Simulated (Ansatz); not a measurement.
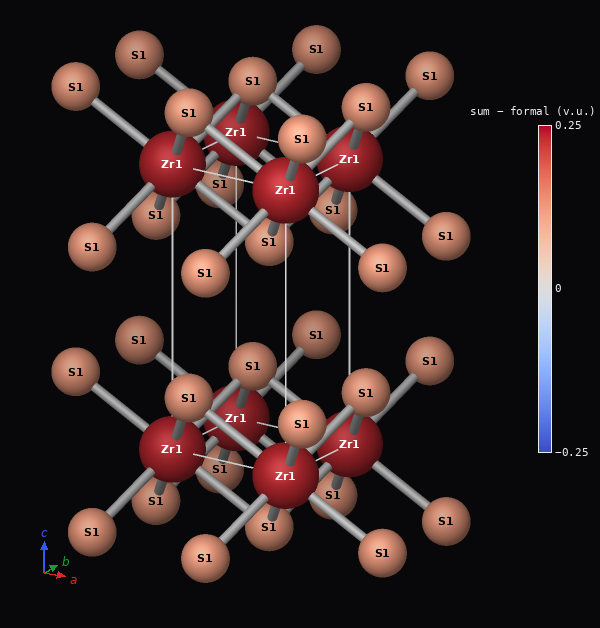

Atoms of ZrS₂ (P-3m1, No. 164) coloured by their computed bond-valence sum less the size of their formal valence (view slightly off an axis).

Bond valence s = exp((R0 − d)/b), R0 fitted to published crystal structures with b = 0.37 Å, summed over all anions within 5 Å; R0 in Å: Zr4+–S 2.417.

The cell is taken from the geometry relaxed with DFT, PAW plane waves, pbesol in Ansatz.

```yaml
crystal:
  lattice:
    - [3.62611, 0.00000, 0.00000]
    - [-1.81306, 3.14030, 0.00000]
    - [0.00000, 0.00000, 5.87227]
  atoms:
    - { symbol: Zr, position: [0.00000, 0.00000, 0.00000] }
    - { symbol: S, position: [0.33333, 0.66667, 0.24763] }
    - { symbol: S, position: [0.66667, 0.33333, 0.75237] }
```

Site labels: Zr1 at 0.000, 0.000, 0.000; S1 at 0.333, 0.667, 0.248.

### Which site departs most from its formal valence?

Zr1, whose sum is 4.23 against 4: by this sum it is overbonded.

### Give the sums of all sites.

```tsv
site	x, y, z	formal valence	bond-valence sum	difference
Zr1	0.000, 0.000, 0.000	+4	4.23	0.23
S1	0.333, 0.667, 0.248	−2	2.12	0.12
```

### Is the structure strained by this measure?

The global instability index (root mean square of the differences over all atoms) is 0.16 v.u.: moderate strain, common in real structures.
